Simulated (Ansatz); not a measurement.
## TiO: geometry relaxation (part 3 of 4)

TiO (2 atoms in the cell); DFT r2SCAN+U, scalar-relativistic, plane waves, PAW, Ueff = 4 eV on Ti d, spin-polarised (Ansatz 0.2.0); cutoff 500 eV, 6×6×6 k-mesh, Gaussian smearing of 0.1 eV, collinear spins. The structure derives from an entry of the Crystallography Open Database.

Geometry of the input (Å; fractional positions):
```
3.0310  0.0000  0.0000
-1.5155  2.6249  0.0000
0.0000  0.0000  3.2377
Ti 0.6667  0.3333  0.0000
O  0.0000  0.0000  0.5000
```

**What the program printed, continued**
```
SCF iter   1: F=—  HF=-3072.077278 eV  |F-HF|=—  |Δ(HF+E_count)|=         —  Δρ=6.01e-3 (↑6.01e-3 ↓2.98e-3)  dr2=6.84e-3  dr2_τ=1.40e-2  dr2_m=2.21e-3  M=2.000 μB ∫|m|=2.071 μB  β_m=1.00  ethr=3.73e-5  ⟨swp⟩=1.0  Hψ=4713  notcnv=0
preconditioner: auto → none  [insulator: Δε(μ)=0.104 eV  Ē_g=11.664 eV  σ=0.100 eV  W_gap=0.53  n_scr=8 (ndim 8)  ℏωp=23.8 eV  f_vac=0.000  D(μ)=0.58/eV (n_scr^D=2)  ε∞_Penn≈5.1]
SCF iter   2: F=—  HF=-3072.130507 eV  |F-HF|=—  |Δ(HF+E_count)|=   5.32e-2  Δρ=3.25e-3 (↑3.25e-3 ↓2.24e-3)  dr2=3.03e-3  dr2_τ=1.39e-4  dr2_m=1.83e-4  M=2.000 μB ∫|m|=2.057 μB  β_m=1.00  ethr=3.73e-5  ⟨swp⟩=2.0  Hψ=1568  notcnv=0  κ⁻¹=1.0e0(r=1)
SCF iter   3: F=—  HF=-3072.131706 eV  |F-HF|=—  |Δ(HF+E_count)|=   1.20e-3  Δρ=1.61e-3 (↑1.60e-3 ↓1.61e-3)  dr2=8.48e-4  dr2_τ=6.01e-5  dr2_m=1.06e-5  M=2.000 μB ∫|m|=2.051 μB  β_m=1.00  ethr=1.68e-5  ⟨swp⟩=2.2  Hψ=1080  notcnv=0  κ⁻¹=7.3e-2(r=2)
SCF iter   4: F=—  HF=-3072.132771 eV  |F-HF|=—  |Δ(HF+E_count)|=   1.06e-3  Δρ=8.53e-4 (↑7.97e-4 ↓8.53e-4)  dr2=1.86e-4  dr2_τ=1.56e-5  dr2_m=1.39e-6  M=2.000 μB ∫|m|=2.047 μB  β_m=1.00  ethr=4.71e-6  ⟨swp⟩=2.8  Hψ=1198  notcnv=0  κ⁻¹=1.4e-2(r=3)
SCF iter   5: F=—  HF=-3072.133187 eV  |F-HF|=—  |Δ(HF+E_count)|=   4.16e-4  Δρ=3.04e-4 (↑2.78e-4 ↓3.04e-4)  dr2=2.67e-5  dr2_τ=1.68e-6  dr2_m=6.38e-7  M=2.000 μB ∫|m|=2.046 μB  β_m=1.00  ethr=1.04e-6  ⟨swp⟩=2.3  Hψ=1224  notcnv=0  κ⁻¹=2.1e-3(r=4)
SCF iter   6: F=—  HF=-3072.133251 eV  |F-HF|=—  |Δ(HF+E_count)|=   6.47e-5  Δρ=6.41e-5 (↑6.41e-5 ↓4.99e-5)  dr2=1.05e-6  dr2_τ=3.80e-8  dr2_m=1.64e-7  M=2.000 μB ∫|m|=2.045 μB  β_m=1.00  ethr=1.48e-7  ⟨swp⟩=2.0  Hψ=1237  notcnv=0  κ⁻¹=1.8e-4(r=5)
SCF iter   7: F=—  HF=-3072.133255 eV  |F-HF|=—  |Δ(HF+E_count)|=   3.28e-6  Δρ=3.43e-5 (↑3.32e-5 ↓3.43e-5)  dr2=4.69e-7  dr2_τ=1.28e-8  dr2_m=3.45e-8  M=2.000 μB ∫|m|=2.045 μB  β_m=1.00  ethr=1.11e-9  ⟨swp⟩=5.1  Hψ=3290  notcnv=0  κ⁻¹=1.4e-5(r=6)
SCF iter   8: F=-3072.133256 eV  HF=-3072.133256 eV  |F-HF|=1.24e-7  |Δ(HF+E_count)|=   1.16e-6  Δρ=8.56e-6 (↑8.56e-6 ↓7.92e-6)  dr2=1.97e-8  dr2_τ=1.09e-9  dr2_m=1.99e-9  M=2.000 μB ∫|m|=2.044 μB  ethr=1.11e-9  ⟨swp⟩=2.1  Hψ=2640  notcnv=0
SCF 2 converged in 8 iterations: F = -3072.133256 eV  dr2 = 1.97e-8
  greatest PAW one-centre occupation: 1.004 electrons in one spin orbital (limit 2), on the Ti atom at site 0 (counted from 0), in its partial waves of l = 1
relax step   2: F+E_penalty+E_count = -3072.13325595 eV  Δ(F+E_penalty+E_count) = -2.716e-1 eV  max|allowed force component| = 1.330e-17 eV/Å  Δτ_max = 0.0000 Å  P = -11.449 GPa  Ω = 24.439 Å³  energy of the carried Pulay correction = +1.008e-3 eV  (8 SCF iters, dr2 threshold 2.00e-7 eV, accepted)
Crystal: 2 atoms, lattice volume = 22.910 Å³
Basis set: ecut = 500 eV, 599 PW (Γ), exchange–correlation on 96×96×96 points (64 copies of the dense FFT grid, shifted against one another)
iter 1 solved again at ethr=4.13e-5 eV; its pass at ethr=3.10e-3 eV (dr2=7.43e-3 eV) is discarded
SCF iter   1: F=—  HF=-3072.188605 eV  |F-HF|=—  |Δ(HF+E_count)|=         —  Δρ=6.49e-3 (↑6.49e-3 ↓3.41e-3)  dr2=7.57e-3  dr2_τ=1.85e-2  dr2_m=2.57e-3  M=2.000 μB ∫|m|=2.033 μB  β_m=1.00  ethr=4.13e-5  ⟨swp⟩=1.0  Hψ=4736  notcnv=0
preconditioner: auto → none  [metal: Δε(μ)=0.056 eV  Ē_g=12.237 eV  σ=0.100 eV  W_gap=0.29  n_scr=8 (ndim 8)  ℏωp=24.5 eV  f_vac=0.000  D(μ)=0.30/eV (n_scr^D=0)]
SCF iter   2: F=—  HF=-3072.260526 eV  |F-HF|=—  |Δ(HF+E_count)|=   7.19e-2  Δρ=3.43e-3 (↑3.43e-3 ↓2.40e-3)  dr2=3.34e-3  dr2_τ=1.59e-4  dr2_m=1.74e-4  M=2.000 μB ∫|m|=2.021 μB  β_m=1.00  ethr=4.13e-5  ⟨swp⟩=2.0  Hψ=1568  notcnv=0  κ⁻¹=1.0e0(r=1)
SCF iter   3: F=—  HF=-3072.261561 eV  |F-HF|=—  |Δ(HF+E_count)|=   1.03e-3  Δρ=1.69e-3 (↑1.65e-3 ↓1.69e-3)  dr2=8.87e-4  dr2_τ=6.85e-5  dr2_m=7.75e-6  M=2.000 μB ∫|m|=2.016 μB  β_m=1.00  ethr=1.86e-5  ⟨swp⟩=2.3  Hψ=1099  notcnv=0  κ⁻¹=6.6e-2(r=2)
SCF iter   4: F=—  HF=-3072.262471 eV  |F-HF|=—  |Δ(HF+E_count)|=   9.10e-4  Δρ=9.17e-4 (↑8.52e-4 ↓9.17e-4)  dr2=2.01e-4  dr2_τ=1.87e-5  dr2_m=1.17e-6  M=2.000 μB ∫|m|=2.014 μB  β_m=1.00  ethr=4.93e-6  ⟨swp⟩=2.5  Hψ=1126  notcnv=0  κ⁻¹=1.1e-2(r=3)
SCF iter   5: F=—  HF=-3072.262848 eV  |F-HF|=—  |Δ(HF+E_count)|=   3.78e-4  Δρ=3.18e-4 (↑2.91e-4 ↓3.18e-4)  dr2=2.50e-5  dr2_τ=1.95e-6  dr2_m=5.18e-7  M=2.000 μB ∫|m|=2.013 μB  β_m=1.00  ethr=1.12e-6  ⟨swp⟩=2.2  Hψ=1218  notcnv=0  κ⁻¹=1.4e-3(r=4)
SCF iter   6: F=—  HF=-3072.262899 eV  |F-HF|=—  |Δ(HF+E_count)|=   5.05e-5  Δρ=6.34e-5 (↑6.34e-5 ↓5.44e-5)  dr2=8.58e-7  dr2_τ=5.77e-8  dr2_m=1.01e-7  M=2.000 μB ∫|m|=2.013 μB  β_m=1.00  ethr=1.39e-7  ⟨swp⟩=2.0  Hψ=1225  notcnv=0  κ⁻¹=1.4e-4(r=5)
SCF iter   7: F=—  HF=-3072.262901 eV  |F-HF|=—  |Δ(HF+E_count)|=   2.54e-6  Δρ=3.00e-5 (↑2.89e-5 ↓3.00e-5)  dr2=3.11e-7  dr2_τ=1.10e-8  dr2_m=1.97e-8  M=2.000 μB ∫|m|=2.012 μB  β_m=1.00  ethr=1.11e-9  ⟨swp⟩=5.0  Hψ=3238  notcnv=0  κ⁻¹=7.6e-6(r=6)
SCF iter   8: F=-3072.262902 eV  HF=-3072.262902 eV  |F-HF|=1.14e-7  |Δ(HF+E_count)|=   7.64e-7  Δρ=7.00e-6 (↑6.84e-6 ↓7.00e-6)  dr2=2.21e-8  dr2_τ=4.90e-10  dr2_m=1.85e-9  M=2.000 μB ∫|m|=2.012 μB  ethr=1.11e-9  ⟨swp⟩=5.0  Hψ=3192  notcnv=0
SCF 3 converged in 8 iterations: F = -3072.262902 eV  dr2 = 2.21e-8
relax step   3: F+E_penalty+E_count = -3072.26290224 eV  Δ(F+E_penalty+E_count) = -1.296e-1 eV  max|allowed force component| = 2.696e-17 eV/Å  Δτ_max = 0.0000 Å  P = -1.435 GPa  Ω = 22.910 Å³  energy of the carried Pulay correction = +2.233e-3 eV  (8 SCF iters, dr2 threshold 2.00e-7 eV, accepted)
Crystal: 2 atoms, lattice volume = 22.748 Å³
iter 1 solved again at ethr=1.86e-6 eV; its pass at ethr=3.10e-3 eV (dr2=3.35e-4 eV) is discarded
SCF iter   1: F=—  HF=-3072.263755 eV  |F-HF|=—  |Δ(HF+E_count)|=         —  Δρ=1.97e-3 (↑1.97e-3 ↓8.12e-4)  dr2=3.62e-4  dr2_τ=7.41e-4  dr2_m=2.48e-4  M=2.000 μB ∫|m|=2.011 μB  β_m=1.00  ethr=1.86e-6  ⟨swp⟩=2.0  Hψ=4577  notcnv=0
preconditioner: auto → none  [insulator: Δε(μ)=0.231 eV  Ē_g=12.318 eV  σ=0.100 eV  W_gap=0.88  n_scr=8 (ndim 8)  ℏωp=24.6 eV  f_vac=0.000  D(μ)=0.24/eV (n_scr^D=0)  ε∞_Penn≈5.0]
SCF iter   2: F=—  HF=-3072.266513 eV  |F-HF|=—  |Δ(HF+E_count)|=   2.76e-3  Δρ=8.66e-4 (↑8.66e-4 ↓6.33e-4)  dr2=1.65e-4  dr2_τ=8.84e-6  dr2_m=5.74e-6  M=2.000 μB ∫|m|=2.010 μB  β_m=1.00  ethr=1.86e-6  ⟨swp⟩=2.0  Hψ=1372  notcnv=0  κ⁻¹=1.0e0(r=1)
SCF iter   3: F=—  HF=-3072.266603 eV  |F-HF|=—  |Δ(HF+E_count)|=   9.00e-5  Δρ=4.75e-4 (↑4.57e-4 ↓4.75e-4)  dr2=5.46e-5  dr2_τ=3.99e-6  dr2_m=2.68e-7  M=2.000 μB ∫|m|=2.010 μB  β_m=1.00  ethr=9.15e-7  ⟨swp⟩=2.1  Hψ=1061  notcnv=0  κ⁻¹=4.5e-2(r=2)
SCF iter   4: F=—  HF=-3072.266680 eV  |F-HF|=—  |Δ(HF+E_count)|=   7.74e-5  Δρ=1.97e-4 (↑1.78e-4 ↓1.97e-4)  dr2=7.49e-6  dr2_τ=7.37e-7  dr2_m=6.08e-8  M=2.000 μB ∫|m|=2.009 μB  β_m=1.00  ethr=3.04e-7  ⟨swp⟩=2.6  Hψ=1275  notcnv=0  κ⁻¹=1.0e-2(r=3)
SCF iter   5: F=—  HF=-3072.266697 eV  |F-HF|=—  |Δ(HF+E_count)|=   1.66e-5  Δρ=5.94e-5 (↑5.38e-5 ↓5.94e-5)  dr2=8.93e-7  dr2_τ=5.66e-8  dr2_m=2.07e-8  M=2.000 μB ∫|m|=2.009 μB  β_m=1.00  ethr=4.16e-8  ⟨swp⟩=2.4  Hψ=1224  notcnv=0  κ⁻¹=1.4e-3(r=4)
SCF iter   6: F=-3072.266698 eV  HF=-3072.266698 eV  |F-HF|=1.74e-7  |Δ(HF+E_count)|=   1.60e-6  Δρ=1.65e-5 (↑1.65e-5 ↓1.45e-5)  dr2=6.40e-8  dr2_τ=3.32e-9  dr2_m=3.37e-9  M=2.000 μB ∫|m|=2.009 μB  ethr=1.11e-9  ⟨swp⟩=5.0  Hψ=3241  notcnv=0
SCF 4 converged in 6 iterations: F = -3072.266698 eV  dr2 = 6.40e-8
relax step   4: F+E_penalty+E_count = -3072.26669837 eV  Δ(F+E_penalty+E_count) = -3.796e-3 eV  max|allowed force component| = 2.313e-17 eV/Å  Δτ_max = 0.0000 Å  P = +0.224 GPa  Ω = 22.748 Å³  energy of the carried Pulay correction = +2.373e-3 eV  (6 SCF iters, dr2 threshold 2.00e-7 eV, accepted)
Crystal: 2 atoms, lattice volume = 22.766 Å³
iter 1 solved again at ethr=4.87e-8 eV; its pass at ethr=3.10e-3 eV (dr2=8.76e-6 eV) is discarded
SCF iter   1: F=—  HF=-3072.266753 eV  |F-HF|=—  |Δ(HF+E_count)|=         —  Δρ=3.44e-4 (↑3.44e-4 ↓1.42e-4)  dr2=1.03e-5  dr2_τ=2.09e-5  dr2_m=8.16e-6  M=2.000 μB ∫|m|=2.009 μB  β_m=1.00  ethr=4.87e-8  ⟨swp⟩=2.2  Hψ=4473  notcnv=0
preconditioner: auto → none  [insulator: Δε(μ)=0.222 eV  Ē_g=12.306 eV  σ=0.100 eV  W_gap=0.86  n_scr=8 (ndim 8)  ℏωp=24.6 eV  f_vac=0.000  D(μ)=0.24/eV (n_scr^D=0)  ε∞_Penn≈5.0]
SCF iter   2: F=—  HF=-3072.266832 eV  |F-HF|=—  |Δ(HF+E_count)|=   7.89e-5  Δρ=1.43e-4 (↑1.43e-4 ↓1.06e-4)  dr2=4.67e-6  dr2_τ=2.28e-7  dr2_m=1.29e-7  M=2.000 μB ∫|m|=2.009 μB  β_m=1.00  ethr=4.87e-8  ⟨swp⟩=2.0  Hψ=1289  notcnv=0  κ⁻¹=1.0e0(r=1)
SCF iter   3: F=—  HF=-3072.266834 eV  |F-HF|=—  |Δ(HF+E_count)|=   2.12e-6  Δρ=8.01e-5 (↑7.77e-5 ↓8.01e-5)  dr2=1.64e-6  dr2_τ=1.05e-7  dr2_m=4.23e-9  M=2.000 μB ∫|m|=2.009 μB  β_m=1.00  ethr=2.59e-8  ⟨swp⟩=1.6  Hψ=982  notcnv=0  κ⁻¹=3.7e-2(r=2)
SCF iter   4: F=-3072.266836 eV  HF=-3072.266836 eV  |F-HF|=3.21e-7  |Δ(HF+E_count)|=   1.93e-6  Δρ=2.99e-5 (↑2.64e-5 ↓2.99e-5)  dr2=1.68e-7  dr2_τ=1.62e-8  dr2_m=1.77e-9  M=2.000 μB ∫|m|=2.009 μB  ethr=1.11e-9  ⟨swp⟩=2.2  Hψ=2693  notcnv=0
SCF 5 converged in 4 iterations: F = -3072.266836 eV  dr2 = 1.68e-7
relax step   5: F+E_penalty+E_count = -3072.26683603 eV  Δ(F+E_penalty+E_count) = -1.377e-4 eV  max|allowed force component| = 6.823e-17 eV/Å  Δτ_max = 0.0000 Å  P = +0.003 GPa  Ω = 22.766 Å³  energy of the carried Pulay correction = +2.357e-3 eV  (4 SCF iters, dr2 threshold 2.00e-7 eV, accepted)
Initial wavefunctions: pseudopotential atomic-orbital guess (no wavefunctions were taken with the density)
iter 1 solved again at ethr=2.93e-8 eV; its pass at ethr=3.10e-3 eV (dr2=5.27e-6 eV) is discarded
SCF iter   1: F=—  HF=-3072.264479 eV  |F-HF|=—  |Δ(HF+E_count)|=         —  Δρ=2.72e-4 (↑2.72e-4 ↓2.20e-4)  dr2=4.99e-6  dr2_τ=1.03e-5  dr2_m=6.13e-7  M=2.000 μB ∫|m|=2.010 μB  β_m=1.00  ethr=2.93e-8  ⟨swp⟩=2.3  Hψ=5640  notcnv=0
preconditioner: auto → none  [insulator: Δε(μ)=0.221 eV  Ē_g=12.306 eV  σ=0.100 eV  W_gap=0.86  n_scr=8 (ndim 8)  ℏωp=24.6 eV  f_vac=0.000  D(μ)=0.24/eV (n_scr^D=0)  ε∞_Penn≈5.0]
SCF iter   2: F=—  HF=-3072.264493 eV  |F-HF|=—  |Δ(HF+E_count)|=   1.40e-5  Δρ=1.69e-4 (↑1.69e-4 ↓1.66e-4)  dr2=2.41e-6  dr2_τ=1.03e-6  dr2_m=5.30e-9  M=2.000 μB ∫|m|=2.010 μB  β_m=1.00  ethr=2.77e-8  ⟨swp⟩=2.4  Hψ=1226  notcnv=0  κ⁻¹=1.0e0(r=1)
SCF iter   3: F=—  HF=-3072.264497 eV  |F-HF|=—  |Δ(HF+E_count)|=   4.58e-6  Δρ=9.24e-5 (↑9.08e-5 ↓9.24e-5)  dr2=7.15e-7  dr2_τ=3.23e-7  dr2_m=7.01e-10  M=2.000 μB ∫|m|=2.010 μB  β_m=1.00  ethr=1.34e-8  ⟨swp⟩=1.0  Hψ=784  notcnv=0  κ⁻¹=7.8e-2(r=2)
SCF iter   4: F=—  HF=-3072.264499 eV  |F-HF|=—  |Δ(HF+E_count)|=   2.13e-6  Δρ=1.17e-5 (↑1.03e-5 ↓1.17e-5)  dr2=1.38e-8  dr2_τ=6.22e-9  dr2_m=1.85e-9  M=2.000 μB ∫|m|=2.010 μB  β_m=1.00  ethr=3.97e-9  ⟨swp⟩=2.1  Hψ=1040  notcnv=0  κ⁻¹=9.1e-3(r=3)
SCF iter   5: F=—  HF=-3072.264499 eV  |F-HF|=—  |Δ(HF+E_count)|=   4.10e-8  Δρ=3.82e-6 (↑3.58e-6 ↓3.82e-6)  dr2=2.67e-9  dr2_τ=3.69e-10  dr2_m=1.41e-10  M=2.000 μB ∫|m|=2.010 μB  β_m=1.00  ethr=1.11e-11  ⟨swp⟩=4.0  Hψ=2199  notcnv=0  κ⁻¹=5.6e-4(r=4)
SCF iter   6: F=-3072.264499 eV  HF=-3072.264499 eV  |F-HF|=9.19e-10  |Δ(HF+E_count)|=   2.04e-9  Δρ=1.89e-6 (↑1.87e-6 ↓1.89e-6)  dr2=7.93e-10  dr2_τ=9.02e-11  dr2_m=6.88e-13  M=2.000 μB ∫|m|=2.010 μB  ethr=1.11e-11  ⟨swp⟩=3.5  Hψ=2080  notcnv=0
SCF 6 converged in 6 iterations: F = -3072.264499 eV  dr2 = 7.93e-10
relax step   6: F+E_penalty+E_count = -3072.26449934 eV  Δ(F+E_penalty+E_count) = +2.337e-3 eV  max|allowed force component| = 7.055e-17 eV/Å  Δτ_max = 0.0000 Å  P = +0.013 GPa  Ω = 22.766 Å³  stress off target by 5.16e-2 GPa  SCF on the basis re-selected at this cell (its energy is not comparable with the rows above)  (6 SCF iters)
```

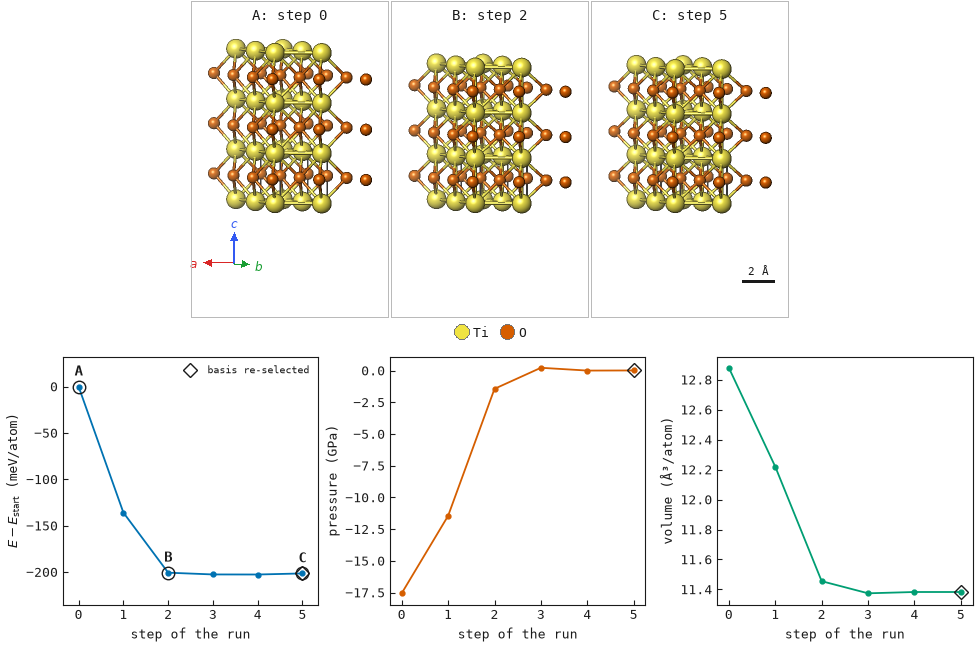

Fig. 1: Frames of the relaxation (ball-and-stick view of the cell of the calculation, repeated 2 × 3 × 3, seen at an oblique angle) above the curves, on which the letters mark them (the first geometry is step 0 here and step 1 in the log).
